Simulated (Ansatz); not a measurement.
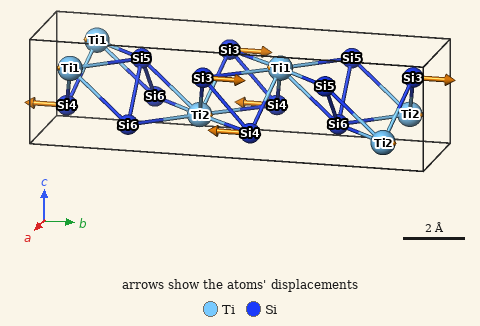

One vibrational mode of solid TiSi₂ at the zone centre. The orange arrows are the displacements of the atoms (eigenvector over the root of the mass), of arbitrary overall length and sign. The picture is a ball-and-stick view of the conventional cell (2 times the calculation's cell), seen slightly off an axis. Lengths and directions refer to the drawn axes.

Computed with DFT PBEsol, scalar-relativistic, plane waves, PAW (Ansatz). (plane-wave cutoff 420 eV; k-point mesh 14 × 14 × 14; occupations gaussian; smearing width 0.15 eV; no spin polarisation)

### What mode is this, and where does it lie in the spectrum?

This is the A_g mode at 349 cm⁻¹, optical level 8 of 15, counted from below, Raman-active by symmetry. All motion is along b; atoms of one kind move against one another, with no net shift of any sublattice; the kinetic energy is shared as Si 98 %, Ti 2 %.
